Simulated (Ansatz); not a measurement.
GW calculation, with input and output: LiH

The run: GW calculation of LiH (P6₃/mmc, 4 atoms in the cell). Method and program: G0W0 on PBE, plane waves, norm-conserving pseudopotentials, no spin polarisation (Ansatz 0.2.0).

The structure was built on a prototype by a generator. The geometry comes from this level: r2SCAN.

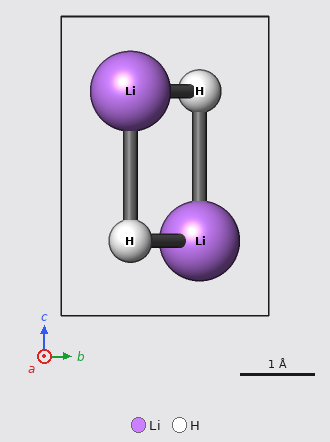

*The structure as given in the input (ball-and-stick view of the cell of the calculation, along the a axis).*

Near neighbours in the crystal (not all of them lie inside the picture): Li has 5 H at 1.88 to 2.03 Å; H has 5 Li at 1.88 to 2.03 Å.

## Results in brief

- outcome: converged
- space group (tolerance 0.01 Å): P6₃/mmc (194)
- electrons treated: 8
- free energy: −427.0602 eV
- Fermi energy: 0.302 eV
- gap on the k-point mesh: 1.84 eV
- quasiparticle gap on the mesh: 3.75 eV
- hardware: 2 threads of Arm Neoverse V2, 24 GiB of memory available, shared host
- wall time: 40 s (CPU time 78 s)
- peak memory: 0.47 GiB

## Notes

The GW levels are not extrapolated in basis or mesh.

## The input
```yaml
crystal:
  lattice:
    - [3.254823405, 0.0, 0.0]
    - [-1.6274117025, 2.8187597536, 0.0]
    - [0.0, 0.0, 4.0690682714]
  atoms:
    - { symbol: Li, position: [0.3333333333, 0.6666666667, 0.25] }
    - { symbol: Li, position: [0.6666666667, 0.3333333333, 0.75] }
    - { symbol: H, position: [0.6666666667, 0.3333333333, 0.25] }
    - { symbol: H, position: [0.3333333333, 0.6666666667, 0.75] }
kpoints:
  mp_grid: { grid: [6, 6, 4] }
hamiltonian:
  xc: pbe
  pseudopotentials: { kind: nc }
scf:
  occupations: { method: fixed }
gw:
  n_empty_bands: 140
  ecut_chi: 140
  qp_bands: [v2, c2]
  qp_kpoints: band_edges
  screening: { model: contour_deformation }
```

Launched with:
```bash
ansatz run input.yaml --threads 2 --pin off --max-ram 3686MiB --backend cpu --events-out ev --progress --plain --runs-dir out
```

## The program's output
```
Engine: ansatz 0.2.0, aarch64-unknown-linux-gnu
Pseudopotentials: kind: nc
Pseudopotential: Li, nc, valence charge 3, recommended cutoff 1034.032677 eV (normal), Li.nc.azcp
Pseudopotential: H, nc, valence charge 1, recommended cutoff 979.609905 eV (normal), H.nc.azcp
Functional definition: PBE
  parameter kappa = 0.804
  parameter beta = 0.06672455060314922
  exchange = pbe_x(kappa = kappa, mu = beta*pi^2/3)
  correlation = pbe_c(beta = beta)
Crystal: 4 atoms, lattice volume = 37.332 Å³
Basis set: ecut = 1034.032677 eV, 2835 PW (Γ)
Bands: 8, of which v1, the nominal top of the filled ones, is band 4 counted from 1 (3 counted from 0)
Symmetry: 24 space group operations
Space group: P63/mmc (ITA 194), of the structure as read, at distance tolerance 3.3e-5 Å
k-points: 21 of 144
Non-local potential: Li, projectors of the file, l = 0: 2, l = 1: 2
Non-local potential: H, projectors of the file, l = 0: 2, l = 1: 1
Initial density: superposition of atomic densities (chi_scale 0.1, normalization cell, long waves kept (reshape's long-wave potential 0.00 eV rms))
Initial wavefunctions: pseudopotential atomic-orbital guess
Functional: x = pbe(κ = 0.804, μ = 0.2195149727645171), c = pbe(β = 0.06672455060314922)
SCF iter   1: F=—  HF=-427.559609 eV  |F-HF|=—  |Δ(HF+E_count)|=         —  Δρ=6.45e-2  dr2=1.58e0  ethr=3.10e-3  ⟨swp⟩=4.3  Hψ=1118  notcnv=0  defer=33
preconditioner: auto → none  [insulator: Δε(μ)=2.785 eV  Ē_g=10.513 eV  n_scr=2 (ndim 8)  ℏωp=12.2 eV  f_vac=0.000  ε∞_Penn≈2.3]
SCF iter   2: F=—  HF=-427.086879 eV  |F-HF|=—  |Δ(HF+E_count)|=   4.73e-1  Δρ=1.84e-2  dr2=1.52e-1  ethr=3.10e-3  ⟨swp⟩=2.0  Hψ=413  notcnv=0  defer=40
SCF iter   3: F=—  HF=-427.058153 eV  |F-HF|=—  |Δ(HF+E_count)|=   2.87e-2  Δρ=2.32e-3  dr2=1.40e-3  ethr=1.90e-3  ⟨swp⟩=2.1  Hψ=251  notcnv=0  defer=38
SCF iter   4: F=—  HF=-427.060152 eV  |F-HF|=—  |Δ(HF+E_count)|=   2.00e-3  Δρ=5.68e-5  dr2=1.19e-6  ethr=1.75e-5  ⟨swp⟩=2.2  Hψ=262  notcnv=0  defer=40
SCF iter   5: F=-427.060152 eV  HF=-427.060152 eV  |F-HF|=2.15e-8  |Δ(HF+E_count)|=   5.26e-7  Δρ=1.09e-5  dr2=2.38e-8  ethr=1.25e-9  ⟨swp⟩=5.3  Hψ=864  notcnv=0
SCF 1 converged in 5 iterations: F = -427.060152 eV  dr2 = 2.38e-8
```

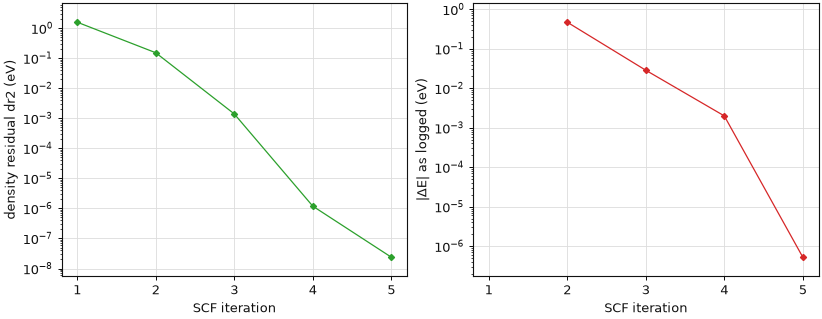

*Convergence of the self-consistent field: density residual dr2 and size of the energy change against the SCF iteration.*

The residual falls at every step.

```
NSCF: frozen V_eff on 21 k-points
G₀W₀ screening: q 1/21
G₀W₀ screening: q 2/21 (q-point 17)
G₀W₀ screening: q 3/21 (q-point 5)
G₀W₀ screening: q 4/21 (q-point 8)
G₀W₀ screening: q 5/21 (q-point 14)
G₀W₀ screening: q 6/21 (q-point 16)
G₀W₀ screening: q 7/21 (q-point 18)
G₀W₀ screening: q 8/21 (q-point 4)
G₀W₀ screening: q 9/21 (q-point 6)
G₀W₀ screening: q 10/21 (q-point 7)
G₀W₀ screening: q 11/21 (q-point 9)
G₀W₀ screening: q 12/21 (q-point 11)
G₀W₀ screening: q 13/21
G₀W₀ screening: q 14/21 (q-point 15)
G₀W₀ screening: q 15/21 (q-point 20)
G₀W₀ screening: q 16/21 (q-point 10)
G₀W₀ screening: q 17/21 (q-point 12)
G₀W₀ screening: q 18/21 (q-point 2)
G₀W₀ screening: q 19/21
G₀W₀ screening: q 20/21 (q-point 21)
G₀W₀ screening: q 21/21 (q-point 3)
G₀W₀ self-energy: k 1/8
G₀W₀ self-energy: k 2/8
G₀W₀ self-energy: k 3/8
G₀W₀ self-energy: k 4/8
G₀W₀ self-energy: k 5/8
G₀W₀ self-energy: k 6/8
G₀W₀ self-energy: k 7/8
G₀W₀ self-energy: k 8/8
SCF converged after 5 iterations
Free energy (F): -427.060152 eV
Harris-Foulkes:  -427.060152 eV  (|F-HF|=2.15e-8)
Internal energy: -427.060152 eV  (E = F + TS)
E sigma→0 (E₀):  -427.060152 eV
Fermi energy:    0.301746 eV
--- Per-component energies (eV) ---
  E_band       = -186.189300
  E_kinetic    = 322.864856
  E_local      = -283.917555  (includes V_loc(G=0)·N_el)
  E_nonlocal   = -280.286950
  E_hartree    = 100.155511
  E_xc         = -112.842089
  E_vxc        = -145.160091  (∫ρ·V_xc dr)
  E_ewald      = -173.033926
  E_smearing   = -0.000000  (= −TS)
  E_closure    = -0.000000  (closes the sum)
  Σ components = -427.060152   (vs F -427.060152, Δ=0.00e0)
--- Band table (eV; the first three rows and the last of 21) ---
  k-point 0: bands = ["-44.2806", "-44.2231", "-4.9288", "0.3017", "3.3753", "10.9934", "10.9934", "11.6817"]
  k-point 1: bands = ["-44.2721", "-44.2314", "-4.5593", "-1.5067", "6.0567", "11.4281", "11.5197", "11.5197"]
  k-point 2: bands = ["-44.2516", "-44.2516", "-3.4235", "-3.4235", "9.8541", "9.8541", "13.0114", "13.0114"]
  k-point 20: bands = ["-44.2435", "-44.2435", "-1.8527", "-1.8527", "4.3770", "4.3770", "7.3456", "7.3456"]
--- G₀W₀: contour deformation, 7 samples at zero and on the imaginary axis and 2 off it, 144 q-points, 140 empty bands' worth ---
  eigenvalues of the whole cell's RPA ε∞ on this k-mesh (on a slab, of 1 + 4πα/V) = 3.0569, 3.0569, 4.1713; static W/v taken at q = 0 is 0.289253
  bands read: the sum over 144 bands ends inside a degenerate multiplet in 1 slot, whose members it reads at an even weight; the widest, k=2: bands 143 to 146 (counted from 1) at 2/4 each
  gw.qp_kpoints: band_edges: 8 of 21 stored k-points solved, in 1 pass; an edge of the gap read off the rows below is read off those points alone
    valence top: of the k-points left out ik 6 came nearest to being solved in a further pass, in band 4 (counted from 1, as in the quasiparticle table): it holds the edge there only if its correction is more favourable than any solved in that band by at least 0.922 eV; those differ by 0.075 eV
    conduction bottom: of the k-points left out ik 19 came nearest to being solved in a further pass, in band 5 (counted from 1, as in the quasiparticle table): it holds the edge there only if its correction is more favourable than any solved in that band by at least 0.561 eV; those differ by 0.216 eV
    ik  band        ε_KS         Σx   Σc(E_QP)       V_xc       Z   E_QP_lin       E_QP  E_QP is
     0     3     -4.9288   -15.5697     4.1005    -9.9228  0.6600    -6.5373    -6.4753  root
     0     4      0.3017   -14.7443     1.8445   -11.4397  0.7642    -1.1979    -1.1584  root
     0     5      3.3753    -3.4490    -3.4028    -7.4560  0.8052     3.9847     3.9794  root
     0     6     10.9934    -2.6471    -4.7781    -8.2725  0.7647    11.8576    11.8405  root
     3     3     -4.6014   -15.3822     3.9123    -9.9316  0.6734    -6.2270    -6.1397  root
     3     4      0.1184   -14.6592     1.8792   -11.3248  0.7629    -1.3770    -1.3368  root
     3     5      3.8749    -3.3266    -3.5209    -7.4759  0.8028     4.5094     4.5033  root
     3     6      8.2243    -3.0310    -4.3903    -7.9674  0.7529     8.7760     8.7703  root
    11     3     -2.1204   -14.5221     2.6420   -10.3504  0.7368    -3.7150    -3.6500  root
    11     4     -2.1204   -14.5221     2.6420   -10.3504  0.7368    -3.7150    -3.6500  root
    11     5      4.5859    -3.4339    -3.6147    -7.5606  0.7962     5.1024     5.0979  root
    11     6      4.5859    -3.4339    -3.6147    -7.5606  0.7962     5.1024     5.0979  root
    12     3     -3.9572   -15.0639     3.5346    -9.9886  0.6947    -5.5931    -5.4979  root
    12     4     -0.2838   -14.5478     1.9733   -11.1171  0.7596    -1.7839    -1.7412  root
    12     5      4.8620    -3.1141    -3.7423    -7.5239  0.7966     5.5373     5.5294  root
    12     6      5.5037    -3.1672    -3.8622    -7.5836  0.7791     6.0650     6.0579  root
    15     3     -2.7757   -14.7649     2.9298   -10.2914  0.7239    -4.3978    -4.3194  root
    15     4     -1.1894   -14.2864     2.1991   -10.6170  0.7513    -2.7097    -2.6597  root
    15     5      3.4951    -3.6223    -3.3861    -7.4700  0.7975     3.9599     3.9566  root
    15     6      6.7203    -2.8358    -4.1288    -7.6812  0.7791     7.4491     7.4368  root
    17     3     -2.1161   -14.5324     2.6349   -10.3682  0.7370    -3.7102    -3.6454  root
    17     4     -2.1161   -14.5324     2.6349   -10.3682  0.7370    -3.7102    -3.6454  root
    17     5      4.8218    -3.1206    -3.6908    -7.3349  0.7930     5.3501     5.3452  root
    17     6      4.8218    -3.1206    -3.6908    -7.3349  0.7930     5.3501     5.3452  root
    18     3     -1.7688   -14.7431     2.5177   -10.6954  0.7415    -3.3613    -3.2988  root
    18     4     -1.7688   -14.7431     2.5177   -10.6954  0.7415    -3.3613    -3.2988  root
    18     5      2.1385    -3.0738    -3.2148    -6.7404  0.8085     2.5930     2.5902  root
    18     6      8.6000    -2.6609    -4.4773    -7.8773  0.7618     9.3477     9.3391  root
    20     3     -1.8527   -14.6427     2.5506   -10.5627  0.7405    -3.4429    -3.3821  root
    20     4     -1.8527   -14.6427     2.5506   -10.5627  0.7405    -3.4429    -3.3821  root
    20     5      4.3770    -2.5713    -3.6772    -6.7705  0.7969     4.9037     4.8990  root
    20     6      4.3770    -2.5713    -3.6772    -6.7705  0.7969     4.9037     4.8990  root
```

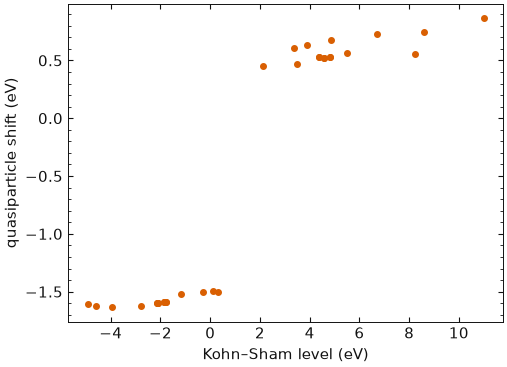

*Quasiparticle corrections (linearised) against the Kohn–Sham levels, for the bands and k-points computed.*

On this mesh the gap goes from 1.84 to 3.75 eV.

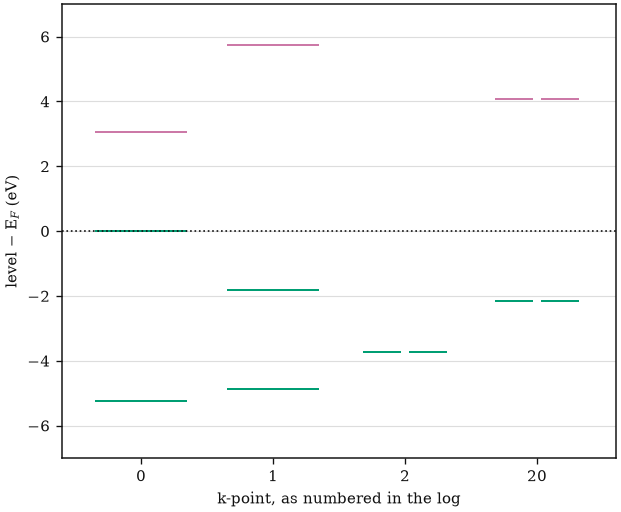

*Kohn–Sham levels near the Fermi level (dotted) at the few k-points that the log prints; levels within 0.02 eV of each other stand side by side.*

Among these points the highest filled and lowest empty levels are 3.07 eV apart; the gap on the full mesh, 1.84 eV, has an edge at a point that isn't printed.
